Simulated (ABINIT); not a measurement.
Run report: Ge, phonons q calculation (part 2 of 2)

Continued. System: Ge (Fd-3m, 2 atoms in the cell). Method: Kohn-Sham DFT of a periodic cell, PBE, JTH PAW PBE v2.0, no spin polarisation (ABINIT 10.8.3); cutoff 598.65 eV, 4×4×4 k-mesh, fermi-dirac of 0.05 eV. The structure derives from an entry of the Crystallography Open Database.

Geometry of the input (Å; fractional positions):
```
0.0000  2.8849  2.8849
2.8849  0.0000  2.8849
2.8849  2.8849  0.0000
Ge 0.7500  0.7500  0.7500
Ge 0.5000  0.5000  0.5000
```

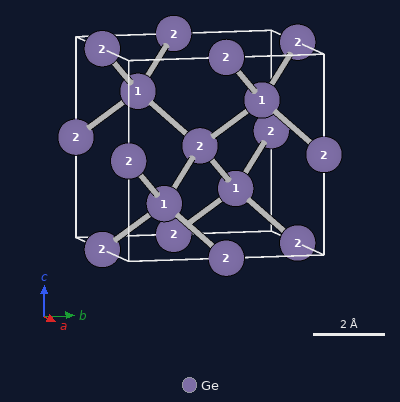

*The structure (ball-and-stick view of the cell 4 times as large as that of the calculation, set on its symmetry axes, seen slightly off an axis; atoms are numbered from 1 in the order of the input).*

**Output, continued**
```
 cartesian forces (eV/Angstrom) at end:
    1     -0.00000000000000    -0.00000000000000    -0.00000000000000
    2     -0.00000000000000    -0.00000000000000    -0.00000000000000
 frms,max,avg= 0.0000000E+00 0.0000000E+00   0.000E+00  0.000E+00  0.000E+00 e/A
 length scales=  1.889726125908  1.889726125908  1.889726125908 bohr
              =  1.000000000000  1.000000000000  1.000000000000 angstroms
 Fermi (or HOMO) energy (hartree) =   0.22891   Average Vxc (hartree)=  -0.33161
 Eigenvalues (hartree) for nkpt=  10  k points:
 kpt#   1, nband= 22, wtk=  0.09375, kpt= -0.1250 -0.2500  0.0000 (reduced coord)
  -0.67793   -0.67772   -0.67716   -0.67540   -0.67476   -0.67120   -0.66990   -0.66929
  -0.66872   -0.66832   -0.19836    0.07727    0.17875    0.18236    0.29793    0.32120
   0.39445    0.40503    0.49492    0.55183    0.57714    0.63070
      occupation numbers for kpt#   1
   2.00000    2.00000    2.00000    2.00000    2.00000    2.00000    2.00000    2.00000
   2.00000    2.00000    2.00000    2.00000    2.00000    2.00000    0.00000    0.00000
   0.00000    0.00000    0.00000    0.00000    0.00000    0.00000
 prteigrs : prtvol=0 or 1, do not print more k-points.

--- !EnergyTerms
iteration_state     : {dtset: 1, }
comment             : Components of total free energy in Hartree
kinetic             :  1.30085726233902E+01
hartree             :  4.56063521143142E+01
xc                  : -4.59506323234486E+00
Ewald energy        : -9.68352757625512E+01
psp_core            :  3.50182845574929E+00
local_psp           : -1.47130594870335E+02
PAW spherical_terms : -4.71484816957055E+00
internal            : -1.91159028841348E+02
'-kT*entropy'       : -2.12057248028756E-05
total_energy        : -1.91159050047073E+02
total_energy_eV     : -5.20170274524571E+03
...

--- !EnergyTermsDC
iteration_state     : {dtset: 1, }
comment             : '"Double-counting" decomposition of free energy'
band_energy         : -1.32131772583594E+01
Ewald energy        : -9.68352757625512E+01
psp_core            :  3.50182845574929E+00
xc_dc               : -4.44145198923149E+01
PAW spherical_terms : -4.01978846241482E+01
internal            : -1.91159029081624E+02
'-kT*entropy'       : -2.12057248028756E-05
total_energy_dc     : -1.91159050287349E+02
total_energy_dc_eV  : -5.20170275178397E+03
...

--- !EnergyTermsWithPAWCore
iteration_state     : {dtset: 1, }
comment             : 'Components of total free energy, including PAW core contributions'
Total energy        : -4.19799553822919E+03
Total energy DC     : -4.19799553846946E+03
Total energy (eV)   : -1.14233278049659E+05
Total energy DC (eV): -1.14233278056198E+05
...

 Cartesian components of stress tensor (hartree/bohr^3)
  sigma(1 1)=  7.33320526E-06  sigma(3 2)=  0.00000000E+00
  sigma(2 2)=  7.33320526E-06  sigma(3 1)=  0.00000000E+00
  sigma(3 3)=  7.33320526E-06  sigma(2 1)=  0.00000000E+00

-Cartesian components of stress tensor (GPa)         [Pressure= -2.1575E-01 GPa]
- sigma(1 1)=  2.15750347E-01  sigma(3 2)=  0.00000000E+00
- sigma(2 2)=  2.15750347E-01  sigma(3 1)=  0.00000000E+00
- sigma(3 3)=  2.15750347E-01  sigma(2 1)=  0.00000000E+00

================================================================================
== DATASET  2 ==================================================================

--- !DatasetInfo
iteration_state: {dtset: 2, }
dimensions: {natom: 2, nkpt: 256, mband: 22, nsppol: 1, nspinor: 1, nspden: 1, mpw: 1607, }
cutoff_energies: {ecut:  22.0, pawecutdg:  44.0, }
electrons: {nelect:   2.80000000E+01, charge:   0.00000000E+00, occopt:   3.00000000E+00, tsmear:   1.83747000E-03, }
meta: {optdriver: 1, rfphon: 1, }
...

 mkfilename : getwfk/=0, take file _WFK from output of DATASET   1.

 Exchange-correlation functional for the present dataset will be:
  GGA: Perdew-Burke-Ernzerhof functional - ixc=11
  J.P.Perdew, K.Burke, M.Ernzerhof, PRL 77, 3865 (1996)

 Real(R)+Recip(G) space primitive vectors, cartesian coordinates (Bohr,Bohr^-1):
 R(1)=  0.0000000  5.4515899  5.4515899  G(1)= -0.0917164  0.0917164  0.0917164
 R(2)=  5.4515899  0.0000000  5.4515899  G(2)=  0.0917164 -0.0917164  0.0917164
 R(3)=  5.4515899  5.4515899  0.0000000  G(3)=  0.0917164  0.0917164 -0.0917164
 Unit cell volume ucvol=  3.2404067E+02 bohr^3
 Angles (23,13,12)=  6.00000000E+01  6.00000000E+01  6.00000000E+01 degrees
 setup1 : take into account q-point for computing boxcut.

 Coarse grid specifications (used for wave-functions):

 getcut: wavevector=  0.5000  0.2500  0.7500  ngfft=  36  36  36
         ecut(hartree)=     22.000   => boxcut(ratio)=   2.11958

 Fine grid specifications (used for densities):

 getcut: wavevector=  0.5000  0.2500  0.7500  ngfft=  48  48  48
         ecut(hartree)=     44.000   => boxcut(ratio)=   2.01999
--------------------------------------------------------------------------------

 ==>  initialize data related to q vector <==

 The list of irreducible perturbations for this q vector is:
    1)    idir= 1    ipert=   1
    2)    idir= 2    ipert=   1

================================================================================

 The perturbation idir=   3  ipert=   1 is
 symmetric of a previously calculated perturbation.
 So, its SCF calculation is not needed.

 The perturbation idir=   1  ipert=   2 is
 symmetric of a previously calculated perturbation.
 So, its SCF calculation is not needed.

 The perturbation idir=   2  ipert=   2 is
 symmetric of a previously calculated perturbation.
 So, its SCF calculation is not needed.

 The perturbation idir=   3  ipert=   2 is
 symmetric of a previously calculated perturbation.
 So, its SCF calculation is not needed.

--------------------------------------------------------------------------------
 Perturbation wavevector (in red.coord.)   0.500000  0.250000  0.750000
 Perturbation : displacement of atom   1   along direction   1
 The set of symmetries contains only one element for this perturbation.
 symkpt : not enough symmetry to change the number of k points.

--------------------------------------------------------------------------------

--------------------------------------------------------------------------------

 dfpt_looppert : total number of electrons, from k and k+q
  fully or partially occupied states are    2.800000E+01 and    2.800000E+01.
 Initialisation of the first-order wave-functions :
  ireadwf=   0

--- !BeginCycle
iteration_state: {dtset: 2, }
solver: {iscf: 7, nstep: 80, nline: 4, wfoptalg: 10, }
tolerances: {tolvrs: 1.00E-08, }
...

     iter   2DEtotal(Ha)        deltaE(Ha) residm    vres2
-ETOT  1   3376.5355940034      3.276E+03 1.139E+02 3.986E+07
 ETOT  2   357.28715907239     -3.019E+03 2.761E+01 4.062E+06
 ETOT  3   23.244850667961     -3.340E+02 9.381E+00 1.093E+05
 ETOT  4   10.042918302740     -1.320E+01 1.535E+00 2.663E+04
 ETOT  5   6.6274573768816     -3.415E+00 1.313E-01 5.376E+03
 ETOT  6   6.2875718308870     -3.399E-01 1.611E-01 7.969E+02
 ETOT  7   6.2137329667877     -7.384E-02 1.042E-02 1.269E+01
 ETOT  8   6.2134990883820     -2.339E-04 7.599E-03 2.913E+00
 ETOT  9   6.2128136051534     -6.855E-04 5.433E-04 4.666E-01
 ETOT 10   6.2126471241028     -1.665E-04 2.323E-04 1.204E-01
 ETOT 11   6.2126346094825     -1.251E-05 2.833E-05 2.158E-03
 ETOT 12   6.2126342761763     -3.333E-07 1.124E-05 3.133E-04
 ETOT 13   6.2126342587272     -1.745E-08 1.544E-06 5.359E-05
 ETOT 14   6.2126342484340     -1.029E-08 4.920E-07 2.082E-06
 ETOT 15   6.2126342484031     -3.092E-11 8.852E-08 5.664E-07
 ETOT 16   6.2126342481966     -2.062E-10 2.206E-08 6.121E-08
 ETOT 17   6.2126342481944     -2.274E-12 5.246E-09 4.817E-09

 At SCF step   17       vres2   =  4.82E-09 < tolvrs=  1.00E-08 =>converged.
================================================================================

 ----iterations are completed or convergence reached----

 Mean square residual over all n,k,spin=   47.687E-13; max=  52.463E-10

 2DEtotal=    0.6212634248E+01 Ha. Also 2DEtotal=    0.169054390133E+03 eV
    (2DErelax=   -9.4440012531E+01 Ha. 2DEnonrelax=    1.0065264678E+02 Ha)
    (  non-var. 2DEtotal :    6.2126321763E+00 Ha)

--------------------------------------------------------------------------------
 Perturbation wavevector (in red.coord.)   0.500000  0.250000  0.750000
 Perturbation : displacement of atom   1   along direction   2
 The set of symmetries contains only one element for this perturbation.
 symkpt : not enough symmetry to change the number of k points.

--------------------------------------------------------------------------------

--------------------------------------------------------------------------------

 dfpt_looppert : total number of electrons, from k and k+q
  fully or partially occupied states are    2.800000E+01 and    2.800000E+01.
 Initialisation of the first-order wave-functions :
  ireadwf=   0

--- !BeginCycle
iteration_state: {dtset: 2, }
solver: {iscf: 7, nstep: 80, nline: 4, wfoptalg: 10, }
tolerances: {tolvrs: 1.00E-08, }
...

     iter   2DEtotal(Ha)        deltaE(Ha) residm    vres2
-ETOT  1   2883.2321405293      2.778E+03 1.261E+02 3.182E+07
 ETOT  2   308.60863666548     -2.575E+03 2.601E+01 3.334E+06
 ETOT  3   15.621198182898     -2.930E+02 1.228E+01 7.294E+04
 ETOT  4   9.0033743285226     -6.618E+00 1.023E+00 2.235E+04
 ETOT  5   6.2120744885738     -2.791E+00 2.114E-01 4.601E+03
 ETOT  6   5.9230659224354     -2.890E-01 1.290E-01 5.894E+02
 ETOT  7   5.8615342922285     -6.153E-02 2.577E-02 8.726E+00
 ETOT  8   5.8612529042344     -2.814E-04 5.201E-03 1.755E+00
 ETOT  9   5.8607205118274     -5.324E-04 1.121E-03 2.345E-01
 ETOT 10   5.8606433680520     -7.714E-05 1.890E-04 7.006E-02
 ETOT 11   5.8606365614906     -6.807E-06 6.718E-05 4.471E-03
 ETOT 12   5.8606355968255     -9.647E-07 1.137E-05 6.525E-04
 ETOT 13   5.8606353680557     -2.288E-07 3.916E-06 3.177E-05
 ETOT 14   5.8606353645005     -3.556E-09 6.887E-07 2.425E-06
 ETOT 15   5.8606353638234     -6.769E-10 2.387E-07 9.945E-07
 ETOT 16   5.8606353636510     -1.721E-10 4.126E-08 2.785E-07
 ETOT 17   5.8606353635942     -5.707E-11 1.435E-08 2.923E-08
 ETOT 18   5.8606353635737     -2.024E-11 2.469E-09 5.189E-09

 At SCF step   18       vres2   =  5.19E-09 < tolvrs=  1.00E-08 =>converged.
================================================================================

 ----iterations are completed or convergence reached----

 Mean square residual over all n,k,spin=   18.407E-13; max=  24.689E-10

 2DEtotal=    0.5860635364E+01 Ha. Also 2DEtotal=    0.159476012525E+03 eV
    (2DErelax=   -9.9466452359E+01 Ha. 2DEnonrelax=    1.0532708772E+02 Ha)
    (  non-var. 2DEtotal :    5.8606354312E+00 Ha)

================================================================================

 ---- first-order wavefunction calculations are completed ----

 ==> Compute Derivative Database <==

  Dynamical matrix, in cartesian coordinates,
   if specified in the inputs, asr has been imposed
     j1       j2             matrix element
  dir pert dir pert     real part    imaginary part

   1    1   1    1         0.0926760835        -0.0000000000
   1    1   2    2        -0.0357063250         0.0357063302
   1    1   3    2        -0.0357063302        -0.0357063250

   2    1   2    1         0.1045199884         0.0000000000
   2    1   3    1        -0.0000000000        -0.0055648137
   2    1   1    2        -0.0357063302         0.0357063250

   3    1   2    1        -0.0000000000         0.0055648137
   3    1   3    1         0.1045199884        -0.0000000000
   3    1   1    2        -0.0357063250        -0.0357063302

   1    2   2    1        -0.0357063302        -0.0357063250
   1    2   3    1        -0.0357063250         0.0357063302
   1    2   1    2         0.0926760835         0.0000000000

   2    2   1    1        -0.0357063250        -0.0357063302
   2    2   2    2         0.1045199884        -0.0000000000
   2    2   3    2        -0.0000000000         0.0055648137

   3    2   1    1        -0.0357063302         0.0357063250
   3    2   2    2        -0.0000000000        -0.0055648137
   3    2   3    2         0.1045199884        -0.0000000000

  Phonon wavevector (reduced coordinates) :  0.50000  0.25000  0.75000
 Phonon energies in Hartree :
   4.716124E-04  4.716124E-04  8.646513E-04  8.646513E-04  1.144322E-03
   1.144322E-03
 Phonon frequencies in cm-1    :
   1.035070E+02  1.035070E+02  1.897690E+02  1.897690E+02  2.511496E+02
   2.511496E+02

== END DATASET(S) ==============================================================
================================================================================

 -outvars: echo values of variables after computation  --------
            acell      1.8897261259E+00  1.8897261259E+00  1.8897261259E+00 Bohr
           etotal1    -1.9115905029E+02
           etotal2     5.8606353636E+00
            fcart1    -0.0000000000E+00 -0.0000000000E+00 -0.0000000000E+00
                      -0.0000000000E+00 -0.0000000000E+00 -0.0000000000E+00
            fcart2     0.0000000000E+00  0.0000000000E+00  0.0000000000E+00
                       0.0000000000E+00  0.0000000000E+00  0.0000000000E+00
            rprim      0.0000000000E+00  2.8848571200E+00  2.8848571200E+00
                       2.8848571200E+00  0.0000000000E+00  2.8848571200E+00
                       2.8848571200E+00  2.8848571200E+00  0.0000000000E+00
           strten1     7.3332052563E-06  7.3332052563E-06  7.3332052563E-06
                       0.0000000000E+00  0.0000000000E+00  0.0000000000E+00
           strten2     0.0000000000E+00  0.0000000000E+00  0.0000000000E+00
                       0.0000000000E+00  0.0000000000E+00  0.0000000000E+00
           xangst      4.3272856800E+00  4.3272856800E+00  4.3272856800E+00
                       2.8848571200E+00  2.8848571200E+00  2.8848571200E+00
             xred      7.5000000000E-01  7.5000000000E-01  7.5000000000E-01
                       5.0000000000E-01  5.0000000000E-01  5.0000000000E-01
 Calculation completed.
```

**Summary**

- outcome: converged
- space group (tolerance 0.01 Å): Fd-3m (227)
- electrons treated: 28
- free energy: −5201.7028 eV
- Fermi energy: 6.229 eV
- gap on the k-point mesh: 0.44 eV
- pressure: −0.22 GPa
- largest force (length of the vector): under 0.001 eV/Å
- hardware: 1 thread of Arm Neoverse V1, 24 GiB of memory available, shared host
- wall time: 24 min
- peak memory: 0.98 GiB

**Notes**

The record of the run, not the program, notes: chneut/=0 not allowed with q/=0 => chneut reset to 0 locally; asr/=0 not allowed with q/=0 => asr reset to 0 locally. Points of doubt noted for this run: k mesh coarse for metal response.
